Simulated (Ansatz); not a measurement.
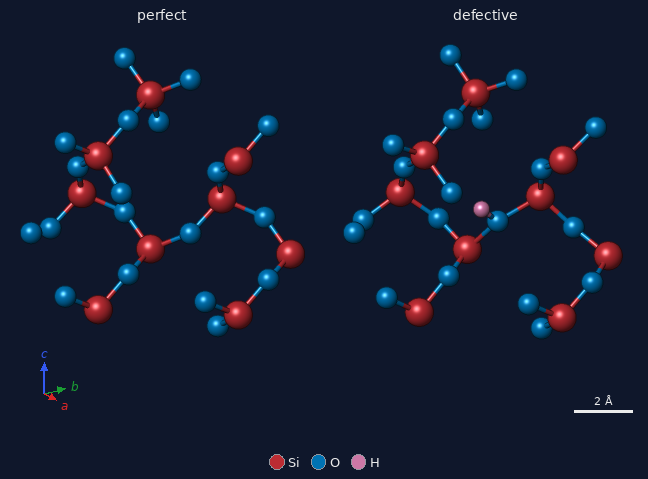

Left: perfect SiO₂. Right: the same region with one point defect, after relaxing the atoms in a supercell of 72 sites. The picture is a ball-and-stick view of the atoms within 5.4 Å of one point, in a slice 4.2 Å thick across the line of sight, seen slightly off an axis.

Method: Ansatz 0.2.0, DFT, PBEsol, PAW, plane waves. Set-up: plane-wave cutoff 420 eV; k-point mesh 1 × 1 × 1; mesh shifted by (0.25, 0.25, 0.25); no spin polarisation. Fermi-Dirac smearing of 0.01 eV. A uniform background neutralises the charged cell. The axes drawn are those of the host's conventional cell.

What kind of defect was made?

Answer. An extra hydrogen atom is put between the host's atoms (an interstitial).

The charge state of the cell is +1.

What does the relaxation do around it?

Answer. The H atom starts with 7 O at 2.28 to 2.74 Å, 2 Si at 2.47 to 2.48 Å around its place and ends with 1 O at 1.05 Å. Of the host's atoms, an oxygen atom moves furthest from its site, by 0.78 Å. The H atom itself moves 1.31 Å from where it was put.

Limits of the set-up: the cell is charged, on a uniform background, and energies carry no finite-size correction.
